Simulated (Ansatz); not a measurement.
## Geometry relaxation of AlNi (part 1 of 2)

The run: geometry relaxation of AlNi (2 atoms in the cell). Method and program: DFT r2SCAN, scalar-relativistic, plane waves, PAW, no spin polarisation (Ansatz 0.2.0).

The structure derives from a Materials Project entry. Figures and captions count atoms from 1; the log counts them from 0 in places.

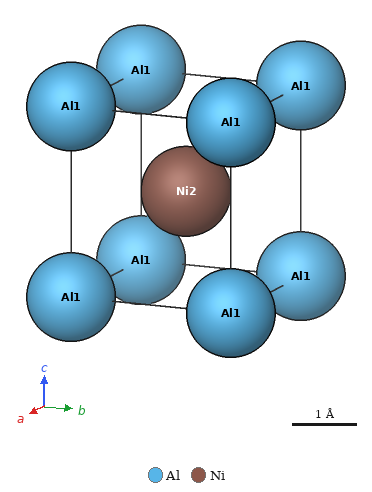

The structure as given in the input (spheres-only view of the cell of the calculation, seen slightly off an axis; atoms are numbered from 1 in the order of the input). An atom can appear more than once, as a periodic image.

## The input
```yaml
crystal:
  lattice:
    - [1.938694, -1.95319015, 0.0]
    - [1.938694, 1.95319015, 0.0]
    - [0.0, 0.0, 3.0994300413]
  atoms:
    - { symbol: Al, position: [0.0, 0.0, 0.0] }
    - { symbol: Ni, position: [0.5, 0.5, 0.5] }
basis:
  ecutwfc: 500
kpoints:
  mp_grid: { grid: [16, 16, 14] }
hamiltonian:
  xc: r2scan
scf:
  occupations: { method: gaussian, width: 0.1 }
output:
  forces: true
  stress: true
  eigenvalues: true
  write_density: true
  write_potential: true
  elf: true
  volumetric_format: npy
relax:
  adjacent_minimum: "off"
  f_tol: 0.005
  max_steps: 80
  cell: { stress_tol: 0.05 }
```

Command:
```bash
ansatz run input.yaml --threads 2 --pin off --max-ram 5120MiB --backend cpu --events-out ev --progress --plain --runs-dir out
```

## Output
```
Engine: ansatz 0.2.0, x86_64-unknown-linux-gnu
Pseudopotentials: kind: paw
Pseudopotential: Al, paw, valence charge 3, recommended cutoff 500 eV (meta_gga), Al.paw.azcp
Pseudopotential: Ni, paw, valence charge 18, recommended cutoff 500 eV (meta_gga), Ni.paw.azcp
Functional definition: r2SCAN
  parameter k0 = 0.174
  parameter k1 = 0.065
  parameter a1 = 4.9479
  exchange = r2scan_x(k0 = k0, k1 = k1, a1 = a1)
  correlation = r2scan_c
Crystal: 2 atoms, lattice volume = 23.473 Å³
Basis set: ecut = 500 eV, 587 PW (Γ), exchange–correlation on 96×96×96 points (64 copies of the dense FFT grid, shifted against one another)
Bands: 15, of which v1, the nominal top of the filled ones, is band 11 counted from 1 (10 counted from 0)
Symmetry: 8 space group operations
Space group: Cmmm (ITA 65), of the structure as read, at distance tolerance 2.9e-5 Å
k-points: 584 of 3584
Non-local potential: Al, projectors of the file, l = 0: 2, l = 1: 2, l = 2: 1
Non-local potential: Ni, projectors of the file, l = 0: 3, l = 1: 2, l = 2: 3, l = 3: 1
PAW form: soft (Blöchl's): semilocal exchange-correlation on the pseudo side does not see the compensation charge
PAW frozen core: Al, regenerated for the run's functional (the file was generated under x = pbe(κ = 0.804, μ = 0.2195149727645171), c = pbe(β = 0.06672455060314922))
PAW frozen core: Ni, regenerated for the run's functional (the file was generated under x = pbe(κ = 0.804, μ = 0.2195149727645171), c = pbe(β = 0.06672455060314922))
PAW one-centre angular grid: Al, 302 points (default); XC on 160 Gauss nodes
PAW one-centre angular grid: Ni, 590 points (default); XC on 160 Gauss nodes
Initial density: superposition of atomic densities (neutral atoms: chi_scale 0, normalization atom), corrected by the library's trained network
Initial wavefunctions: pseudopotential atomic-orbital guess
Functional: x = r2scan, c = r2scan; τ floored in thin density (d = 2e-4 eV/Å³)
SCF iter   1: F=—  HF=-6386.956875 eV  |F-HF|=—  |Δ(HF+E_count)|=         —  Δρ=2.61e-2  dr2=1.24e-1  dr2_τ=5.86e-2  ethr=1.77e-3  ⟨swp⟩=4.9  Hψ=40418  notcnv=0
preconditioner: auto → none  [metal: Δε(μ)=0.003 eV  Ē_g=10.468 eV  σ=0.100 eV  W_gap=0.02  n_scr=6 (ndim 8)  ℏωp=27.6 eV  f_vac=0.000  D(μ)=0.93/eV (n_scr^D=6)  sad-step TF]
SCF iter   2: F=—  HF=-6387.020068 eV  |F-HF|=—  |Δ(HF+E_count)|=   6.32e-2  Δρ=1.92e-2  dr2=4.30e-2  dr2_τ=7.49e-4  ethr=5.92e-4  ⟨swp⟩=3.3  Hψ=21798  notcnv=0  defer=205
SCF iter   3: F=—  HF=-6387.010002 eV  |F-HF|=—  |Δ(HF+E_count)|=   1.01e-2  Δρ=5.39e-3  dr2=5.47e-3  dr2_τ=2.13e-5  ethr=2.05e-4  ⟨swp⟩=2.1  Hψ=14241  notcnv=0  defer=205
SCF iter   4: F=—  HF=-6387.009116 eV  |F-HF|=—  |Δ(HF+E_count)|=   8.86e-4  Δρ=1.10e-3  dr2=1.19e-4  dr2_τ=4.28e-6  ethr=2.61e-5  ⟨swp⟩=1.2  Hψ=9128  notcnv=0  defer=205
SCF iter   5: F=—  HF=-6387.009168 eV  |F-HF|=—  |Δ(HF+E_count)|=   5.15e-5  Δρ=1.16e-3  dr2=2.02e-4  dr2_τ=9.47e-7  ethr=5.68e-7  ⟨swp⟩=2.1  Hψ=13455  notcnv=0  defer=205
SCF iter   6: F=—  HF=-6387.009157 eV  |F-HF|=—  |Δ(HF+E_count)|=   1.02e-5  Δρ=1.78e-4  dr2=3.50e-6  dr2_τ=5.62e-8  ethr=5.68e-7  ⟨swp⟩=2.1  Hψ=11255  notcnv=0  defer=205
SCF iter   7: F=—  HF=-6387.009148 eV  |F-HF|=—  |Δ(HF+E_count)|=   9.66e-6  Δρ=8.30e-5  dr2=8.17e-7  dr2_τ=1.42e-8  ethr=1.66e-8  ⟨swp⟩=1.6  Hψ=9679  notcnv=0  defer=205
SCF iter   8: F=-6387.009148 eV  HF=-6387.009148 eV  |F-HF|=1.55e-8  |Δ(HF+E_count)|=   2.40e-8  Δρ=1.69e-5  dr2=3.28e-8  dr2_τ=7.63e-10  ethr=4.76e-10  ⟨swp⟩=8.5  Hψ=55703  notcnv=0
the search or the solves at the SCF's close seem to have found levels that the self-consistency loop had missed (the run counts 4). By its estimate they hold under 1e-12 electrons; where the run keeps them, the occupations were computed again with them
SCF 1 converged in 8 iterations: F = -6387.009148 eV  dr2 = 3.28e-8
  greatest PAW one-centre occupation: 1.001 electrons in one spin orbital (limit 2), on the Ni atom at site 1 (counted from 0), in its partial waves of l = 1
relax step   1: F+E_penalty+E_count = -6387.00914781 eV  Δ(F+E_penalty+E_count) = +0.000e0 eV  max|allowed force component| = 5.784e-29 eV/Å  Δτ_max = 0.0000 Å  P = +0.562 GPa  Ω = 23.473 Å³  (8 SCF iters, dr2 threshold 1.00e-7 eV, accepted)
Crystal: 2 atoms, lattice volume = 23.525 Å³
Initial density: handed on by an earlier stage of this run
Initial wavefunctions: those handed on with the density
iter 1 solved again at ethr=4.71e-6 eV; its pass at ethr=3.10e-3 eV (dr2=9.90e-4 eV) is discarded
SCF iter   1: F=—  HF=-6387.019357 eV  |F-HF|=—  |Δ(HF+E_count)|=         —  Δρ=3.07e-3  dr2=1.04e-3  dr2_τ=6.57e-3  ethr=4.71e-6  ⟨swp⟩=2.3  Hψ=62169  notcnv=0
preconditioner: auto → none  [metal: Δε(μ)=0.011 eV  Ē_g=10.332 eV  σ=0.100 eV  W_gap=0.06  n_scr=6 (ndim 8)  ℏωp=27.6 eV  f_vac=0.000  D(μ)=0.98/eV (n_scr^D=6)]
SCF iter   2: F=—  HF=-6387.029822 eV  |F-HF|=—  |Δ(HF+E_count)|=   1.05e-2  Δρ=5.75e-3  dr2=4.95e-3  dr2_τ=2.24e-5  ethr=4.71e-6  ⟨swp⟩=2.0  Hψ=17306  notcnv=0  recentre
SCF iter   3: F=—  HF=-6387.029141 eV  |F-HF|=—  |Δ(HF+E_count)|=   6.81e-4  Δρ=1.97e-3  dr2=3.75e-4  dr2_τ=1.23e-5  ethr=4.71e-6  ⟨swp⟩=2.9  Hψ=15023  notcnv=0
SCF iter   4: F=—  HF=-6387.029172 eV  |F-HF|=—  |Δ(HF+E_count)|=   3.07e-5  Δρ=9.63e-4  dr2=4.25e-5  dr2_τ=6.54e-6  ethr=1.79e-6  ⟨swp⟩=1.0  Hψ=8799  notcnv=0
SCF iter   5: F=—  HF=-6387.029215 eV  |F-HF|=—  |Δ(HF+E_count)|=   4.36e-5  Δρ=2.60e-4  dr2=1.80e-5  dr2_τ=2.42e-7  ethr=2.02e-7  ⟨swp⟩=2.1  Hψ=12990  notcnv=0
SCF iter   6: F=—  HF=-6387.029212 eV  |F-HF|=—  |Δ(HF+E_count)|=   3.16e-6  Δρ=1.32e-4  dr2=3.21e-6  dr2_τ=4.22e-8  ethr=8.58e-8  ⟨swp⟩=2.0  Hψ=11374  notcnv=0
SCF iter   7: F=—  HF=-6387.029212 eV  |F-HF|=—  |Δ(HF+E_count)|=   4.28e-8  Δρ=7.64e-5  dr2=1.11e-6  dr2_τ=1.44e-8  ethr=1.53e-8  ⟨swp⟩=1.1  Hψ=8924  notcnv=0
SCF iter   8: F=—  HF=-6387.029212 eV  |F-HF|=—  |Δ(HF+E_count)|=   6.70e-8  Δρ=3.91e-5  dr2=2.87e-7  dr2_τ=3.96e-9  ethr=5.28e-9  ⟨swp⟩=1.2  Hψ=9301  notcnv=0
SCF iter   9: F=-6387.029212 eV  HF=-6387.029212 eV  |F-HF|=1.76e-10  |Δ(HF+E_count)|=   2.79e-8  Δρ=1.07e-5  dr2=2.08e-8  dr2_τ=3.08e-10  ethr=9.52e-10  ⟨swp⟩=9.1  Hψ=60842  notcnv=0
SCF 2 converged in 9 iterations: F = -6387.029212 eV  dr2 = 2.08e-8
relax step   2: F+E_penalty+E_count = -6387.02921210 eV  Δ(F+E_penalty+E_count) = -2.006e-2 eV  max|allowed force component| = 2.958e-30 eV/Å  Δτ_max = 0.0000 Å  P = -0.052 GPa  Ω = 23.525 Å³  energy of the carried Pulay correction = -2.819e-5 eV  (9 SCF iters, dr2 threshold 2.00e-7 eV, accepted)
Crystal: 2 atoms, lattice volume = 23.407 Å³
Basis set: ecut = 500 eV, 611 PW (Γ), exchange–correlation on 96×96×96 points (64 copies of the dense FFT grid, shifted against one another)
iter 1 solved again at ethr=9.92e-6 eV; its pass at ethr=3.10e-3 eV (dr2=2.08e-3 eV) is discarded
SCF iter   1: F=—  HF=-6387.007040 eV  |F-HF|=—  |Δ(HF+E_count)|=         —  Δρ=5.65e-3  dr2=2.13e-3  dr2_τ=3.32e-2  ethr=9.92e-6  ⟨swp⟩=2.9  Hψ=76177  notcnv=0
preconditioner: auto → none  [metal: Δε(μ)=0.006 eV  Ē_g=10.369 eV  σ=0.100 eV  W_gap=0.04  n_scr=6 (ndim 8)  ℏωp=27.7 eV  f_vac=0.000  D(μ)=0.74/eV (n_scr^D=6)]
SCF iter   2: F=—  HF=-6387.055526 eV  |F-HF|=—  |Δ(HF+E_count)|=   4.85e-2  Δρ=6.72e-3  dr2=5.89e-3  dr2_τ=6.00e-5  ethr=9.92e-6  ⟨swp⟩=3.0  Hψ=24769  notcnv=0
SCF iter   3: F=—  HF=-6387.055304 eV  |F-HF|=—  |Δ(HF+E_count)|=   2.22e-4  Δρ=5.06e-3  dr2=3.30e-3  dr2_τ=3.73e-5  ethr=9.92e-6  ⟨swp⟩=3.5  Hψ=20319  notcnv=0
SCF iter   4: F=—  HF=-6387.055159 eV  |F-HF|=—  |Δ(HF+E_count)|=   1.45e-4  Δρ=1.79e-3  dr2=3.21e-4  dr2_τ=1.47e-5  ethr=9.92e-6  ⟨swp⟩=1.7  Hψ=11056  notcnv=0
SCF iter   5: F=—  HF=-6387.055199 eV  |F-HF|=—  |Δ(HF+E_count)|=   4.03e-5  Δρ=4.83e-4  dr2=2.94e-5  dr2_τ=1.03e-6  ethr=1.53e-6  ⟨swp⟩=2.2  Hψ=12790  notcnv=0
SCF iter   6: F=—  HF=-6387.055195 eV  |F-HF|=—  |Δ(HF+E_count)|=   4.08e-6  Δρ=1.13e-4  dr2=1.85e-6  dr2_τ=2.87e-8  ethr=1.40e-7  ⟨swp⟩=2.3  Hψ=13420  notcnv=0
SCF iter   7: F=-6387.055195 eV  HF=-6387.055195 eV  |F-HF|=8.05e-9  |Δ(HF+E_count)|=   1.21e-7  Δρ=3.23e-5  dr2=1.93e-7  dr2_τ=3.37e-9  ethr=9.52e-10  ⟨swp⟩=10.7  Hψ=83500  notcnv=0
SCF 3 converged in 7 iterations: F = -6387.055195 eV  dr2 = 1.93e-7
relax step   3: F+E_penalty+E_count = -6387.05519515 eV  Δ(F+E_penalty+E_count) = -2.598e-2 eV  max|allowed force component| = 3.353e-30 eV/Å  Δτ_max = 0.0000 Å  P = +0.503 GPa  Ω = 23.407 Å³  energy of the carried Pulay correction = +4.290e-5 eV  (7 SCF iters, dr2 threshold 2.00e-7 eV, accepted)
Crystal: 2 atoms, lattice volume = 23.446 Å³
Basis set: ecut = 500 eV, 619 PW (Γ), exchange–correlation on 96×96×96 points (64 copies of the dense FFT grid, shifted against one another)
iter 1 solved again at ethr=3.90e-7 eV; its pass at ethr=3.10e-3 eV (dr2=8.19e-5 eV) is discarded
SCF iter   1: F=—  HF=-6387.054172 eV  |F-HF|=—  |Δ(HF+E_count)|=         —  Δρ=9.41e-4  dr2=6.10e-5  dr2_τ=9.67e-4  ethr=3.90e-7  ⟨swp⟩=3.5  Hψ=73540  notcnv=0
preconditioner: auto → none  [metal: Δε(μ)=0.017 eV  Ē_g=10.340 eV  σ=0.100 eV  W_gap=0.10  n_scr=6 (ndim 8)  ℏωp=27.6 eV  f_vac=0.000  D(μ)=0.73/eV (n_scr^D=6)]
SCF iter   2: F=—  HF=-6387.055512 eV  |F-HF|=—  |Δ(HF+E_count)|=   1.34e-3  Δρ=7.66e-4  dr2=5.89e-5  dr2_τ=1.39e-6  ethr=2.91e-7  ⟨swp⟩=3.0  Hψ=20506  notcnv=0
SCF iter   3: F=—  HF=-6387.055541 eV  |F-HF|=—  |Δ(HF+E_count)|=   2.82e-5  Δρ=1.16e-3  dr2=2.02e-4  dr2_τ=1.01e-6  ethr=2.80e-7  ⟨swp⟩=3.6  Hψ=18789  notcnv=0  recentre
SCF iter   4: F=—  HF=-6387.055516 eV  |F-HF|=—  |Δ(HF+E_count)|=   2.43e-5  Δρ=2.62e-4  dr2=6.39e-6  dr2_τ=3.19e-7  ethr=2.80e-7  ⟨swp⟩=3.0  Hψ=17777  notcnv=0
SCF iter   5: F=-6387.055517 eV  HF=-6387.055517 eV  |F-HF|=1.71e-8  |Δ(HF+E_count)|=   1.13e-6  Δρ=2.73e-5  dr2=1.03e-7  dr2_τ=1.36e-9  ethr=9.52e-10  ⟨swp⟩=11.5  Hψ=86701  notcnv=0
SCF 4 converged in 5 iterations: F = -6387.055517 eV  dr2 = 1.03e-7
relax step   4: F+E_penalty+E_count = -6387.05551733 eV  Δ(F+E_penalty+E_count) = -3.222e-4 eV  max|allowed force component| = 2.524e-29 eV/Å  Δτ_max = 0.0000 Å  P = +0.193 GPa  Ω = 23.446 Å³  energy of the carried Pulay correction = +2.126e-5 eV  (5 SCF iters, dr2 threshold 2.00e-7 eV, accepted)
Crystal: 2 atoms, lattice volume = 23.474 Å³
iter 1 solved again at ethr=7.66e-8 eV; its pass at ethr=3.10e-3 eV (dr2=1.61e-5 eV) is discarded
SCF iter   1: F=—  HF=-6387.055443 eV  |F-HF|=—  |Δ(HF+E_count)|=         —  Δρ=3.63e-4  dr2=1.10e-5  dr2_τ=1.12e-4  ethr=7.66e-8  ⟨swp⟩=3.7  Hψ=64954  notcnv=0
preconditioner: auto → none  [metal: Δε(μ)=0.019 eV  Ē_g=10.335 eV  σ=0.100 eV  W_gap=0.10  n_scr=6 (ndim 8)  ℏωp=27.6 eV  f_vac=0.000  D(μ)=0.72/eV (n_scr^D=6)]
SCF iter   2: F=—  HF=-6387.055601 eV  |F-HF|=—  |Δ(HF+E_count)|=   1.59e-4  Δρ=4.70e-4  dr2=3.03e-5  dr2_τ=2.04e-7  ethr=5.22e-8  ⟨swp⟩=3.1  Hψ=20236  notcnv=0  recentre
SCF iter   3: F=—  HF=-6387.055598 eV  |F-HF|=—  |Δ(HF+E_count)|=   3.50e-6  Δρ=2.79e-4  dr2=7.99e-6  dr2_τ=2.12e-7  ethr=5.22e-8  ⟨swp⟩=3.2  Hψ=18231  notcnv=0
SCF iter   4: F=—  HF=-6387.055598 eV  |F-HF|=—  |Δ(HF+E_count)|=   1.82e-7  Δρ=7.51e-5  dr2=2.45e-7  dr2_τ=6.07e-8  ethr=3.80e-8  ⟨swp⟩=1.5  Hψ=9852  notcnv=0
SCF iter   5: F=-6387.055598 eV  HF=-6387.055598 eV  |F-HF|=1.44e-8  |Δ(HF+E_count)|=   2.57e-7  Δρ=1.49e-5  dr2=3.18e-8  dr2_τ=3.47e-10  ethr=9.52e-10  ⟨swp⟩=12.4  Hψ=80192  notcnv=0
SCF 5 converged in 5 iterations: F = -6387.055598 eV  dr2 = 3.18e-8
relax step   5: F+E_penalty+E_count = -6387.05559819 eV  Δ(F+E_penalty+E_count) = -8.087e-5 eV  max|allowed force component| = 3.944e-31 eV/Å  Δτ_max = 0.0000 Å  P = -0.019 GPa  Ω = 23.474 Å³  energy of the carried Pulay correction = +4.662e-6 eV  (5 SCF iters, dr2 threshold 2.00e-7 eV, accepted)
Initial wavefunctions: pseudopotential atomic-orbital guess (no wavefunctions were taken with the density)
iter 1 solved again at ethr=1.00e-8 eV; its pass at ethr=3.10e-3 eV (dr2=2.10e-6 eV) is discarded
SCF iter   1: F=—  HF=-6387.055908 eV  |F-HF|=—  |Δ(HF+E_count)|=         —  Δρ=2.34e-4  dr2=8.40e-7  dr2_τ=4.63e-6  ethr=1.00e-8  ⟨swp⟩=3.9  Hψ=68115  notcnv=0
preconditioner: auto → none  [metal: Δε(μ)=0.019 eV  Ē_g=10.335 eV  σ=0.100 eV  W_gap=0.11  n_scr=6 (ndim 8)  ℏωp=27.6 eV  f_vac=0.000  D(μ)=0.72/eV (n_scr^D=6)]
SCF iter   2: F=—  HF=-6387.055925 eV  |F-HF|=—  |Δ(HF+E_count)|=   1.74e-5  Δρ=1.15e-4  dr2=2.31e-7  dr2_τ=5.07e-7  ethr=4.00e-9  ⟨swp⟩=2.1  Hψ=12476  notcnv=0
SCF iter   3: F=—  HF=-6387.055931 eV  |F-HF|=—  |Δ(HF+E_count)|=   5.84e-6  Δρ=9.15e-5  dr2=1.31e-6  dr2_τ=8.30e-9  ethr=1.10e-9  ⟨swp⟩=2.0  Hψ=14900  notcnv=0  recentre
SCF iter   4: F=—  HF=-6387.055931 eV  |F-HF|=—  |Δ(HF+E_count)|=   2.48e-7  Δρ=1.97e-5  dr2=1.73e-8  dr2_τ=9.69e-9  ethr=1.10e-9  ⟨swp⟩=2.9  Hψ=14744  notcnv=0
SCF iter   5: F=—  HF=-6387.055931 eV  |F-HF|=—  |Δ(HF+E_count)|=   1.25e-7  Δρ=2.02e-6  dr2=2.73e-10  dr2_τ=2.01e-10  ethr=8.22e-11  ⟨swp⟩=2.7  Hψ=14590  notcnv=0
SCF iter   6: F=—  HF=-6387.055931 eV  |F-HF|=—  |Δ(HF+E_count)|=   1.17e-9  Δρ=8.26e-7  dr2=6.72e-11  dr2_τ=4.70e-12  ethr=1.30e-12  ⟨swp⟩=2.0  Hψ=14069  notcnv=0
SCF iter   7: F=-6387.055931 eV  HF=-6387.055931 eV  |F-HF|=5.46e-12  |Δ(HF+E_count)|=  4.37e-11  Δρ=1.87e-7  dr2=4.63e-12  dr2_τ=1.64e-13  ethr=1.00e-12  ⟨swp⟩=5.5  Hψ=35962  notcnv=0
SCF 6 converged in 7 iterations: F = -6387.055931 eV  dr2 = 4.63e-12
relax step   6: F+E_penalty+E_count = -6387.05593086 eV  Δ(F+E_penalty+E_count) = -3.327e-4 eV  max|allowed force component| = 1.272e-29 eV/Å  Δτ_max = 0.0000 Å  P = -0.018 GPa  Ω = 23.474 Å³  stress off target by 4.54e-2 GPa  SCF on the basis re-selected at this cell (its energy is not comparable with the rows above)  (7 SCF iters)
```

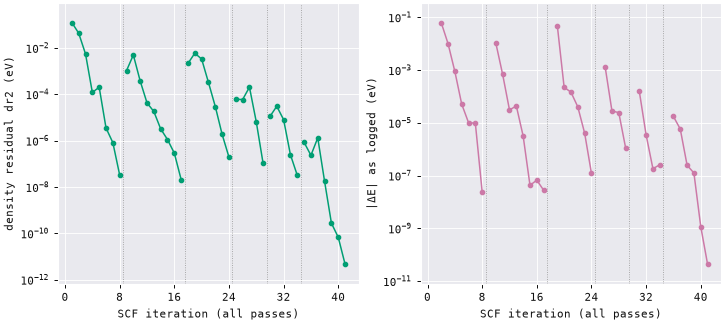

Convergence of the self-consistent field: density residual dr2 and size of the energy change against the SCF iteration. The dotted lines part the SCF passes of the relaxation: geometry steps, rejected trials and re-solves on a re-selected basis. The 6 passes take 5 to 9 iterations each, 41 in all.
